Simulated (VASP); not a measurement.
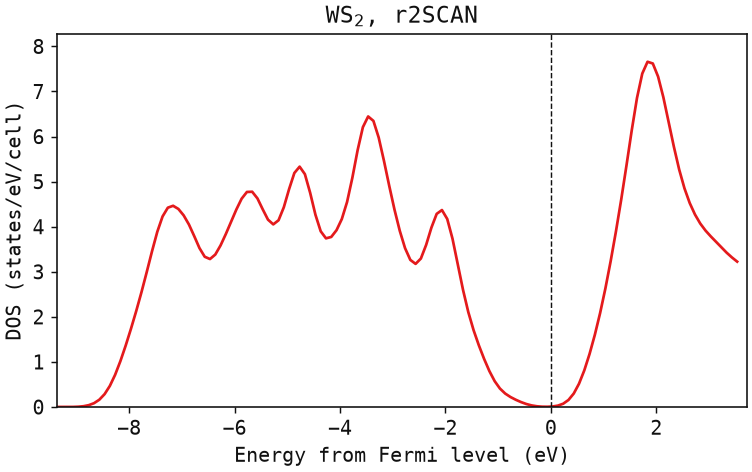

Density of states. Energies are counted from the Fermi level, put mid-gap where there is a gap. The DOS curve is built from the levels of the k mesh with Gaussians 0.55 eV wide, which also blur the band edges; ripples of that width can come from the mesh.

Structure: WS2, space group P6_3/mmc (No. 194), 6 atoms in the cell; a = 3.154 Å, c = 12.142 Å (hexagonal axes).

VASP 6.6.1; r2SCAN, VASP PAW PBE potentials, release 64 (W_sv, S), no spin polarisation, no spin-orbit coupling, 12×12×3 k mesh, 520 eV cutoff, Gaussian smearing of 0.03 eV.

Question: Is there a gap at the Fermi level, and how wide?

Answer: There is a gap; over the k points computed it is 1.01 eV (indirect; the smallest direct gap on the k mesh is 1.96 eV).

Question: Where is the tallest peak of the filled states in the window?

Answer: Within the window shown, the tallest peak of the filled states lies 3.0 eV under the valence-band top, at about 6.4 states per eV and cell.

The PAW data sets were made with another functional. Spin-orbit coupling is left out, which matters for W. LDA, GGA and most meta-GGA functionals understate gaps. The cell was relaxed beforehand with PBE+D3.
